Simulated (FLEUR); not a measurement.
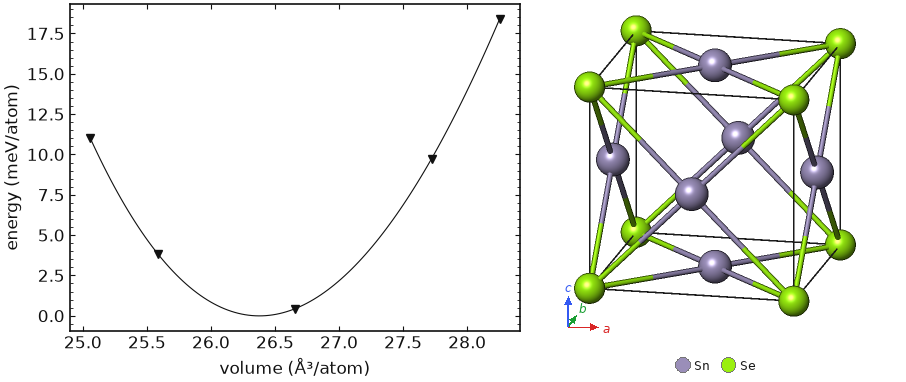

The picture above shows the energy against volume for Sn₃Se, space group Pm-3m (No. 221). The conventional cell is drawn beside the plot.

Structure:
```xyz
4
Lattice="4.7419 0.0000 0.0000 0.0000 4.7419 0.0000 0.0000 0.0000 4.7419" Properties=species:S:1:pos:R:3 pbc="T T T"
Sn    2.3709    2.3709    0.0000
Sn    2.3709    0.0000    2.3709
Sn    0.0000    2.3709    2.3709
Se    0.0000    0.0000    0.0000
```

Computed with FLEUR MaX-R8.1 (later development tree): all-electron LAPW DFT, no spin polarisation; energies at scaled volumes of the given cell, shape and fractions fixed, counted from the fit's minimum, third-order Birch-Murnaghan fit. Level: r2SCAN.

k mesh 6×6×6; occupations Fermi–Dirac; smearing width 0.05 eV; potentials all electron; program settings basis FLAPW, kmax 4.1 1/bohr.

Question: What equilibrium volume and bulk modulus follow from the curve?

Answer: A third-order Birch–Murnaghan fit gives V0 = 26.38 Å³/atom, B0 = 49.3 GPa and B′ = 3.7.

The computed values:

```json
{"volume (Å³/atom)": "25.06", "energy (meV/atom)": "11.03"}
{"volume (Å³/atom)": "25.59", "energy (meV/atom)": "3.80"}
{"volume (Å³/atom)": "26.66", "energy (meV/atom)": "0.43"}
{"volume (Å³/atom)": "27.72", "energy (meV/atom)": "9.74"}
{"volume (Å³/atom)": "28.26", "energy (meV/atom)": "18.42"}
```
